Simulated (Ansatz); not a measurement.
Mo

Input

```
crystal:
  lattice:
    - [2.7729877995, 0.0, 0.0]
    - [-1.3864938997, 2.4014778787, 0.0]
    - [0.0, 0.0, 2.4865800244]
  atoms:
    - { symbol: Mo, position: [0.0, 0.0, 0.5] }
basis:
  ecutwfc: 500
kpoints:
  mp_grid: { grid: [24, 24, 20] }
hamiltonian:
  xc: r2scan
scf:
  occupations: { method: gaussian, width: 0.15 }
output:
  forces: true
  stress: true
  eigenvalues: true
  write_density: true
  write_potential: true
  elf: true
  volumetric_format: npy
```

Launched as:

```sh
ansatz run input.yaml --threads 1 --pin off --max-ram 2560MiB --backend cpu --events-out ev --progress --plain --runs-dir out
```

Below, planes, directions and counts refer to the conventional cell (a = 2.77 Å, b = 2.77 Å, c = 2.49 Å, α = 90.00°, β = 90.00°, γ = 120.00°).

Space group P6/mmm; a structure from a database of computed crystals, not necessarily the ambient phase; computed without spin polarisation.

Method: DFT r2SCAN, scalar-relativistic, plane waves, PAW (Ansatz 0.2.0).

### Predict the valence pseudo-density and electron localisation function between the atoms.

Mo–Mo (2.77 Å): the density is about 0.35 e/Å³ at the midpoint; the ELF is about 0.30 at the midpoint.

### Does the calculation give a band gap?

It is gapless in this calculation (a metal or semimetal).

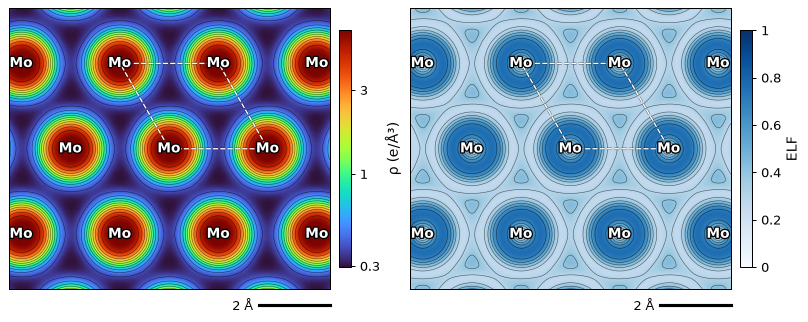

Computed valence pseudo-density and electron localisation function on the (001) plane of the conventional cell, in this order. 

In a PAW calculation such maps are meaningful between the atoms, not at the nuclei.
